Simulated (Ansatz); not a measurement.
**Geometry relaxation of LiCl**

LiCl (Fm-3m, 2 atoms in the cell), computed with DFT PBE, scalar-relativistic, plane waves, PAW, no spin polarisation (Ansatz 0.2.0).

The structure was made by a generator, so it may or may not be a known phase. Figures and captions count atoms from 1; the log counts them from 0 in places.

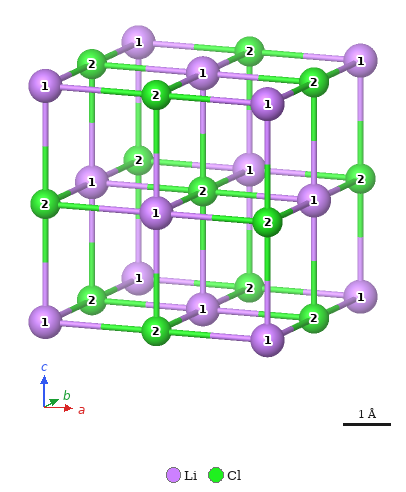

The input geometry (ball-and-stick view of the cell 4 times as large as that of the calculation, set on its symmetry axes, seen slightly off an axis; atoms are numbered from 1 in the order of the input). An atom can appear more than once, as a periodic image. Near neighbours in the periodic cell (some may lie outside the picture): Li has 6 Cl at 2.58 Å; Cl has 6 Li at 2.58 Å.

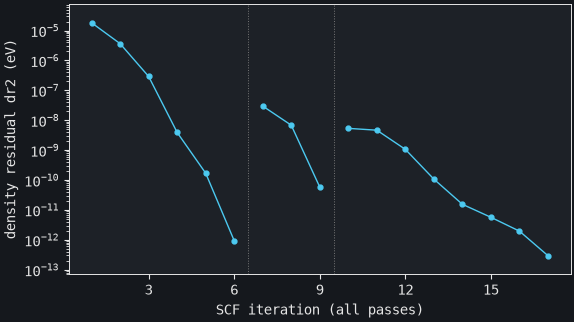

Convergence of the self-consistent field: density residual dr2 against the SCF iteration. The dotted lines part the SCF passes of the relaxation: geometry steps, rejected trials and re-solves on a re-selected basis. The passes take 6, 3 and 8 iterations.

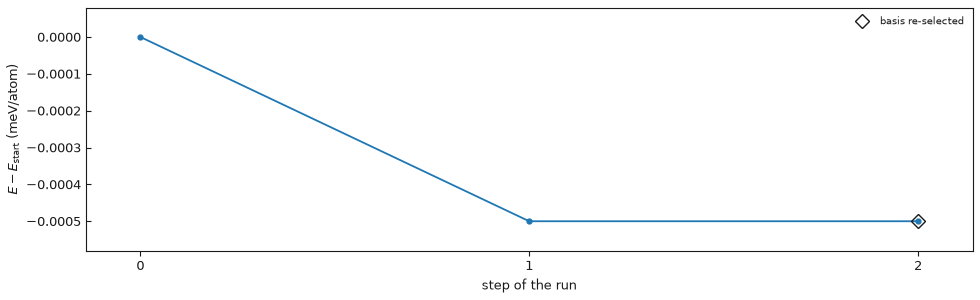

Progress of the relaxation, step by step (the first geometry is step 0 here and step 1 in the log). Over 1 geometry step the energy falls by next to nothing (0.0 meV per atom). All forces vanish by symmetry, so only the cell relaxes. Pressure: −0.02 GPa at the start and −0.01 GPa at the end. The atoms keep their places (all moves are under 0.005 Å). The cell stays as it was. The space group stays Fm-3m (No. 225). A last SCF at the same geometry on a re-selected plane-wave basis shifts the energy by next to nothing (0.0 meV per atom).

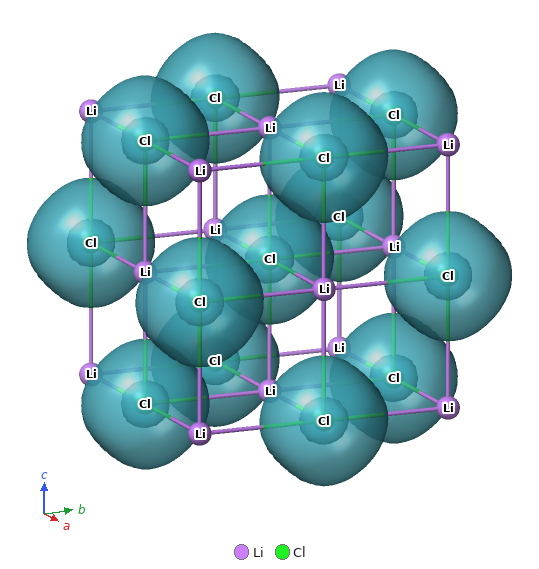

Isosurface of the ELF at 0.75 (cyan), seen slightly off an axis. Only the valence region is drawn (cores and ρ < 0.01 e/Å³ removed). Sticks mark near contacts. The outline is the cell set on symmetry axes. In a PAW calculation such maps are meaningful between the atoms, not at the nuclei.

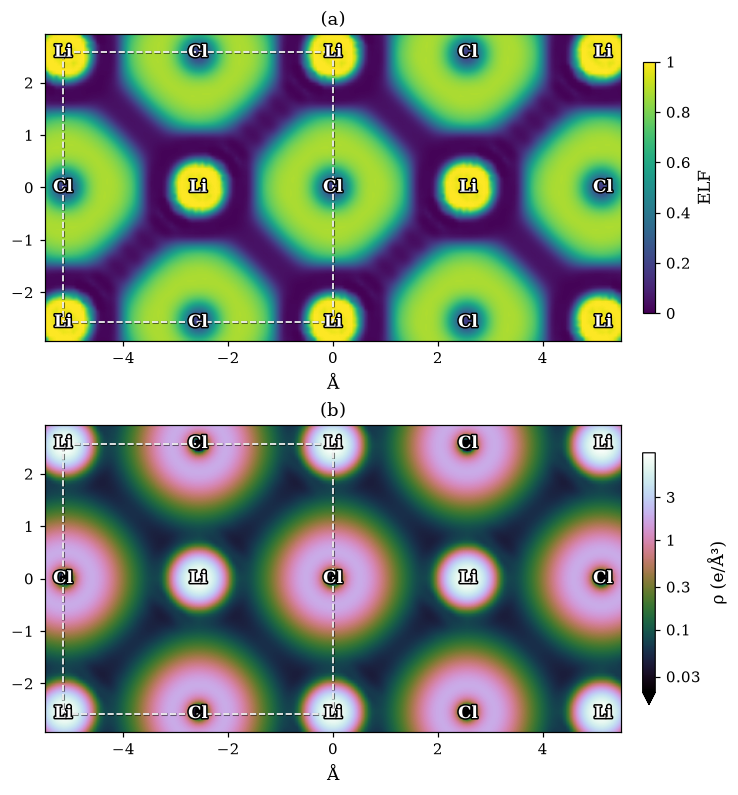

(a) electron localisation function; (b) valence charge density (pseudo) on the (001) plane of the conventional cell. The section cuts through Li and Cl sites. Away from the nuclei the density in this plane falls to 0.04 e/Å³ at its lowest. The strong features right at Li lie inside the PAW spheres (semicore, d or f shells) and say nothing about bonding.

The input that produced these results follows, with the program's output.

The input:
```yaml
crystal:
  lattice:
    - [0.0, 2.5756997545, 2.5756997545]
    - [2.5756997545, 0.0, 2.5756997545]
    - [2.5756997545, 2.5756997545, 0.0]
  atoms:
    - { symbol: Li, position: [0.0, 0.0, 0.0] }
    - { symbol: Cl, position: [0.5, 0.5, 0.5] }
basis:
  ecutwfc: 420
kpoints:
  mp_grid: { grid: [8, 8, 8] }
hamiltonian:
  xc: pbe
scf:
  occupations: { method: fixed }
output:
  forces: true
  stress: true
  eigenvalues: true
  write_density: true
  write_potential: true
  elf: true
  volumetric_format: npy
relax:
  adjacent_minimum: "off"
  f_tol: 0.001
  max_steps: 60
  cell: { stress_tol: 0.01 }
```

Launched with:
```bash
ansatz run input.yaml --threads 1 --pin off --max-ram 2560MiB --backend cpu --events-out ev --progress --plain --runs-dir out
```

Log:
```
Engine: ansatz 0.2.0, x86_64-unknown-linux-gnu
Pseudopotentials: kind: paw
Pseudopotential: Li, paw, valence charge 3, recommended cutoff 420 eV (normal), Li.paw.azcp
Pseudopotential: Cl, paw, valence charge 7, recommended cutoff 420 eV (normal), Cl.paw.azcp
Functional definition: PBE
  parameter kappa = 0.804
  parameter beta = 0.06672455060314922
  exchange = pbe_x(kappa = kappa, mu = beta*pi^2/3)
  correlation = pbe_c(beta = beta)
Crystal: 2 atoms, lattice volume = 34.176 Å³
Basis set: ecut = 420 eV, 645 PW (Γ), exchange–correlation on 50×50×50 points (8 copies of the dense FFT grid, shifted against one another)
Bands: 9, of which v1, the nominal top of the filled ones, is band 5 counted from 1 (4 counted from 0)
Symmetry: 48 space group operations
Space group: Fm-3m (ITA 225), of the structure as read, at distance tolerance 3.2e-5 Å
k-points: 29 of 512
Non-local potential: Li, projectors of the file, l = 0: 3, l = 1: 2, l = 2: 1
Non-local potential: Cl, projectors of the file, l = 0: 2, l = 1: 2, l = 2: 2
PAW form: soft (Blöchl's): semilocal exchange-correlation on the pseudo side does not see the compensation charge
PAW one-centre angular grid: Li, 110 points (default); XC on 64 Gauss nodes
PAW one-centre angular grid: Cl, 110 points (default); XC on 64 Gauss nodes
Initial density: superposition of atomic densities (neutral atoms: chi_scale 0, normalization atom), corrected by the library's trained network
Initial wavefunctions: pseudopotential atomic-orbital guess
Functional: x = pbe(κ = 0.804, μ = 0.2195149727645171), c = pbe(β = 0.06672455060314922)
SCF iter   1: F=—  HF=-1287.834014 eV  |F-HF|=—  |Δ(HF+E_count)|=         —  Δρ=2.22e-4  dr2=1.82e-5  ethr=1.77e-3  ⟨swp⟩=5.2  Hψ=1630  notcnv=0  defer=42
preconditioner: auto → none  [insulator: Δε(μ)=6.260 eV  Ē_g=14.058 eV  n_scr=8 (ndim 8)  ℏωp=18.0 eV  f_vac=0.000  ε∞_Penn≈2.6]
SCF iter   2: F=—  HF=-1287.833910 eV  |F-HF|=—  |Δ(HF+E_count)|=   1.03e-4  Δρ=1.14e-4  dr2=3.64e-6  ethr=1.82e-7  ⟨swp⟩=2.4  Hψ=705  notcnv=0  defer=51
SCF iter   3: F=—  HF=-1287.833895 eV  |F-HF|=—  |Δ(HF+E_count)|=   1.57e-5  Δρ=2.34e-5  dr2=2.91e-7  ethr=3.64e-8  ⟨swp⟩=2.4  Hψ=377  notcnv=0  defer=54
iter 4 did not close the SCF: its close was put off for the readings that it lacked (scf_convergence_deferred on its scf_iter line)
SCF iter   4: F=-1287.833895 eV  HF=-1287.833895 eV  |F-HF|=2.38e-10  |Δ(HF+E_count)|=   1.16e-8  Δρ=4.77e-6  dr2=3.89e-9  ethr=2.91e-9  ⟨swp⟩=2.0  Hψ=368  notcnv=0  defer=54
iter 5 did not close the SCF: its close was put off for the readings that it lacked (scf_convergence_deferred on its scf_iter line)
SCF iter   5: F=-1287.833895 eV  HF=-1287.833895 eV  |F-HF|=1.23e-10  |Δ(HF+E_count)|=   1.41e-9  Δρ=9.46e-7  dr2=1.69e-10  ethr=3.89e-11  ⟨swp⟩=2.4  Hψ=364  notcnv=0  defer=54
SCF iter   6: F=-1287.833895 eV  HF=-1287.833895 eV  |F-HF|=1.82e-12  |Δ(HF+E_count)|=  1.87e-10  Δρ=6.69e-8  dr2=9.31e-13  ethr=1.69e-12  ⟨swp⟩=7.2  Hψ=1664  notcnv=0
SCF 1 converged in 6 iterations: F = -1287.833895 eV  dr2 = 9.31e-13
  greatest PAW one-centre occupation: 1.000 electrons in one spin orbital (limit 2), on the Li atom at site 0 (counted from 0), in its partial waves of l = 0
relax step   1: F+E_penalty+E_count = -1287.83389479 eV  Δ(F+E_penalty+E_count) = +0.000e0 eV  max|allowed force component| = 3.065e-30 eV/Å  Δτ_max = 0.0000 Å  P = -0.018 GPa  Ω = 34.176 Å³  (6 SCF iters, dr2 threshold 1.00e-7 eV, accepted)
Crystal: 2 atoms, lattice volume = 34.162 Å³
Initial density: handed on by an earlier stage of this run
Initial wavefunctions: those handed on with the density
iter 1 solved again at ethr=2.96e-10 eV; its pass at ethr=3.10e-3 eV (dr2=2.96e-8 eV) is discarded
SCF iter   1: F=—  HF=-1287.833943 eV  |F-HF|=—  |Δ(HF+E_count)|=         —  Δρ=8.63e-6  dr2=2.97e-8  ethr=2.96e-10  ⟨swp⟩=2.3  Hψ=1798  notcnv=0
preconditioner: auto → none  [insulator: Δε(μ)=6.258 eV  Ē_g=14.058 eV  n_scr=8 (ndim 8)  ℏωp=18.0 eV  f_vac=0.000  ε∞_Penn≈2.6]
SCF iter   2: F=—  HF=-1287.833896 eV  |F-HF|=—  |Δ(HF+E_count)|=   4.69e-5  Δρ=3.97e-6  dr2=6.81e-9  ethr=2.96e-10  ⟨swp⟩=2.0  Hψ=406  notcnv=0
SCF iter   3: F=-1287.833896 eV  HF=-1287.833896 eV  |F-HF|=1.27e-10  |Δ(HF+E_count)|=   2.83e-9  Δρ=5.35e-7  dr2=5.77e-11  ethr=8.38e-12  ⟨swp⟩=5.6  Hψ=1599  notcnv=0
SCF 2 converged in 3 iterations: F = -1287.833896 eV  dr2 = 5.77e-11
relax step   2: F+E_penalty+E_count = -1287.83389603 eV  Δ(F+E_penalty+E_count) = -1.235e-6 eV  max|allowed force component| = 5.078e-30 eV/Å  Δτ_max = 0.0000 Å  P = -0.006 GPa  Ω = 34.162 Å³  energy of the carried Pulay correction = +2.241e-7 eV  (3 SCF iters, dr2 threshold 8.38e-10 eV, accepted)
Initial wavefunctions: pseudopotential atomic-orbital guess (no wavefunctions were taken with the density)
iter 1 solved again at ethr=5.17e-6 eV; its pass at ethr=3.10e-3 eV (dr2=5.17e-4 eV) is discarded
SCF iter   1: F=—  HF=-1287.833948 eV  |F-HF|=—  |Δ(HF+E_count)|=         —  Δρ=4.62e-6  dr2=5.34e-9  ethr=5.17e-6  ⟨swp⟩=2.1  Hψ=2183  notcnv=0  defer=52
eigensolver tolerance schedule: the retry pair's looser diagonalisation over-reported the residual by 96817.40 of it (diagonalisation noise at an unbounded share of the residual, at the tolerance the schedule requests for it); recorded, not acted on — ethr = c·dr2/N_el stays at c = 1.0e-1
SCF iter   2: F=—  HF=-1287.833896 eV  |F-HF|=—  |Δ(HF+E_count)|=   5.16e-5  Δρ=3.57e-6  dr2=4.64e-9  ethr=5.34e-11  ⟨swp⟩=3.3  Hψ=557  notcnv=0  defer=27
SCF iter   3: F=—  HF=-1287.833896 eV  |F-HF|=—  |Δ(HF+E_count)|=   1.13e-9  Δρ=1.86e-6  dr2=1.06e-9  ethr=4.64e-11  ⟨swp⟩=1.8  Hψ=323  notcnv=0  defer=27
SCF iter   4: F=—  HF=-1287.833896 eV  |F-HF|=—  |Δ(HF+E_count)|=  2.39e-10  Δρ=7.15e-7  dr2=1.07e-10  ethr=1.06e-11  ⟨swp⟩=2.0  Hψ=345  notcnv=0  defer=27
SCF iter   5: F=—  HF=-1287.833896 eV  |F-HF|=—  |Δ(HF+E_count)|=  4.09e-12  Δρ=2.54e-7  dr2=1.54e-11  ethr=1.07e-12  ⟨swp⟩=1.8  Hψ=327  notcnv=0  defer=27
SCF iter   6: F=—  HF=-1287.833896 eV  |F-HF|=—  |Δ(HF+E_count)|=  2.27e-12  Δρ=1.52e-7  dr2=5.66e-12  ethr=1.54e-13 (applied; sched 1.00e-12)  ⟨swp⟩=1.0  Hψ=261  notcnv=0  defer=27
SCF iter   7: F=—  HF=-1287.833896 eV  |F-HF|=—  |Δ(HF+E_count)|=  2.27e-13  Δρ=8.91e-8  dr2=1.95e-12  ethr=5.66e-14 (applied; sched 1.00e-12)  ⟨swp⟩=1.0  Hψ=261  notcnv=0  defer=27
SCF iter   8: F=-1287.833896 eV  HF=-1287.833896 eV  |F-HF|=0.00e0  |Δ(HF+E_count)|=  4.55e-13  Δρ=3.48e-8  dr2=2.94e-13  ethr=1.00e-12  ⟨swp⟩=6.1  Hψ=1258  notcnv=0
SCF 3 converged in 8 iterations: F = -1287.833896 eV  dr2 = 2.94e-13
relax step   3: F+E_penalty+E_count = -1287.83389603 eV  Δ(F+E_penalty+E_count) = -1.273e-11 eV  max|allowed force component| = 2.457e-30 eV/Å  Δτ_max = 0.0000 Å  P = -0.006 GPa  Ω = 34.162 Å³  stress off target by 5.85e-3 GPa  SCF on the basis re-selected at this cell (its energy is not comparable with the rows above)  (8 SCF iters)
basis re-selected at this cell: Δ(F+E_penalty+E_count) = -1.273e-11 eV, ΔP = -0.000 GPa vs the last step (what re-selecting the basis moved, of the pressure what is left beyond the Pulay correction that the steps carried, after the strain that the cell walked since its last selection, with what the two solves' SCF thresholds leave and, on support functions, any second-order correction that the steps lacked; it is no measure of the basis error at this ecutwfc). This SCF's stress stands 5.85e-3 GPa from its target on what of the cell is left free (relax.cell.stress_tol is 1.00e-2 GPa) and its largest allowed force component is 2.46e-30 eV/Å (relax.f_tol is 1.00e-3 eV/Å): within both
SCF converged after 8 iterations
Free energy (F): -1287.833896 eV
Harris-Foulkes:  -1287.833896 eV  (|F-HF|=0.00e0)
Internal energy: -1287.833896 eV  (E = F + TS)
E sigma→0 (E₀):  -1287.833896 eV
Fermi energy:    1.598954 eV
--- Per-component energies (eV) ---
  E_band       = -104.143371
  E_kinetic    = 183.609514
  E_local      = -327.522602  (includes V_loc(G=0)·N_el)
  E_nonlocal   = -4.753538
  E_hartree    = 95.559213
  E_xc         = -118.616057
  E_vxc        = -136.853755  (∫ρ·V_xc dr)
  E_paw        = -680.420747  (= ΣΔE_a)
  E_vpaw       = -9.741520  (= ΣTr[D̂ρ^β])
  E_aug_tail   = 0.000097  (compensation charges beyond the density's cutoff)
  E_ewald      = -435.689775
  E_smearing   = -0.000000  (= −TS)
  E_closure    = 0.000000  (closes the sum)
  Σ components = -1287.833896   (vs F -1287.833896, Δ=0.00e0)
--- Forces (eV/Å), atoms counted from 1 ---
  atom   1  Li    -0.00000000    -0.00000000     0.00000000
  atom   2  Cl     0.00000000    -0.00000000    -0.00000000
  max |Σ_I F_I| component: 4.55e-30 eV/Å
--- Stress (GPa, compression-positive) ---
       -0.005850      -0.000000      -0.000000
       -0.000000      -0.005850      -0.000000
       -0.000000       0.000000      -0.005850
  P = ⅓ Tr σ = -0.0059 GPa (-0.059 kbar)
--- Band table (eV; the first three rows and the last of 29) ---
  k-point 0: bands = ["-41.9278", "-11.7555", "1.5990", "1.5990", "1.5990", "7.8569", "13.3814", "13.3814", "13.3814"]
  k-point 1: bands = ["-41.9274", "-11.6819", "1.0814", "1.5589", "1.5589", "8.3184", "12.6414", "13.2980", "13.2980"]
  k-point 2: bands = ["-41.9265", "-11.4948", "0.0455", "1.4671", "1.4671", "8.7653", "12.1943", "12.1943", "12.4724"]
  k-point 28: bands = ["-41.9244", "-10.9748", "-0.4757", "-0.4757", "0.5592", "11.0353", "11.6684", "11.9462", "11.9462"]
--- Relaxed structure (2 steps of the walk, 2 accepted, 1 SCFs on fresh bases) ---
  F+E_penalty+E_count = -1287.83389603 eV   max|allowed force component| = 2.457e-30 eV/Å   (the final SCF, on the basis selected at the relaxed cell)
  cell:  # Å, volume = 34.1621 Å³
    - [-1.019074406579118e-34, 2.5753626835846677, 2.5753626835846677]
    - [2.5753626835846677, 1.7833802115134566e-34, 2.5753626835846677]
    - [2.5753626835846677, 2.5753626835846677, -2.5476860164477963e-35]
  atoms:
    - { symbol: Li, position: [2.7382718395696166e-38, -4.5637863992826943e-38, -2.129766986331924e-38] }
    - { symbol: Cl, position: [0.5, 0.5, 0.5] }
```

Trajectory as extended XYZ (Å, eV, eV/Å), 3 frames, from step=1 to step=3:
```
2
Lattice="0.0000 2.5757 2.5757 2.5757 0.0000 2.5757 2.5757 2.5757 0.0000" Properties=species:S:1:pos:R:3:forces:R:3 step=1 energy=-1287.83389 pressure_GPa=-0.02
Li    0.0000    0.0000    0.0000    0.0000   0.0000   0.0000
Cl    2.5757    2.5757    2.5757    0.0000   0.0000   0.0000
2
Lattice="0.0000 2.5754 2.5754 2.5754 0.0000 2.5754 2.5754 2.5754 0.0000" Properties=species:S:1:pos:R:3:forces:R:3 step=2 energy=-1287.83390 pressure_GPa=-0.01
Li    0.0000    0.0000    0.0000    0.0000   0.0000   0.0000
Cl    2.5754    2.5754    2.5754    0.0000   0.0000   0.0000
2
Lattice="0.0000 2.5754 2.5754 2.5754 0.0000 2.5754 2.5754 2.5754 0.0000" Properties=species:S:1:pos:R:3:forces:R:3 step=3 energy=-1287.83390 pressure_GPa=-0.01
Li    0.0000    0.0000    0.0000    0.0000   0.0000   0.0000
Cl    2.5754    2.5754    2.5754    0.0000   0.0000   0.0000
```

Results in brief:

```tsv
quantity	value
outcome	converged
space group (tolerance 0.01 Å)	Fm-3m (225)
electrons treated	10
free energy	−1287.8339 eV
Fermi energy	1.599 eV
gap on the k-point mesh	6.26 eV
pressure	−0.01 GPa
final volume	34.16 Å³
largest force (length of the vector) at the end	under 0.001 eV/Å
final cell	a = 3.642 Å, b = 3.642 Å, c = 3.642 Å, α = 60.00°, β = 60.00°, γ = 60.00°
hardware	1 thread of Intel Xeon @ 2.50GHz (Skylake/Cascade Lake), 189 GiB of memory available, shared host
wall time	5.8 s
peak memory	0.31 GiB
```
